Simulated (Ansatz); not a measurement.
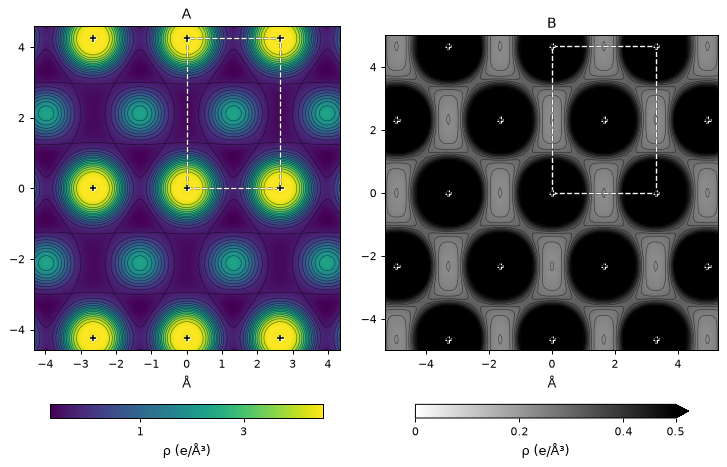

The valence charge density (pseudo) of 2 systems, each on a plane through atoms (crosses mark nuclei in the plane).

These are results of DFT, PBEsol, PAW with Ansatz's default frozen-core files, scalar-relativistic (Ansatz 0.2.0), not measurements.

System 1: Ta, the (011̄) plane of the conventional cell. Space group Im-3m; computed pressure about −2 GPa in this cell; computed without spin polarisation.

```
Ta
1.0
     3.29151    0.00000    0.00000
     0.00000    3.29151    0.00000
     0.00000    0.00000    3.29151
Ta
2
Direct
  0.00000 0.00000 0.00000
  0.50000 0.50000 0.50000
```

System 2: Re, the (100) plane of the conventional cell. Space group P6₃/mmc; computed pressure about 59 GPa in this cell; computed without spin polarisation.

```
CELL_PARAMETERS angstrom
2.65395 0.00000 0.00000
-1.32698 2.29839 0.00000
0.00000 0.00000 4.24363
ATOMIC_POSITIONS crystal
Re 0.33333 0.66667 0.25000
Re 0.66667 0.33333 0.75000
```

> Which map belongs to which system?

Panel A is system 2, Re: the plane holds Re. Panel B is system 1, Ta: the plane holds Ta. Ta–Ta (2.85 Å): ρ at the midpoint is about 0.31 e/Å³.
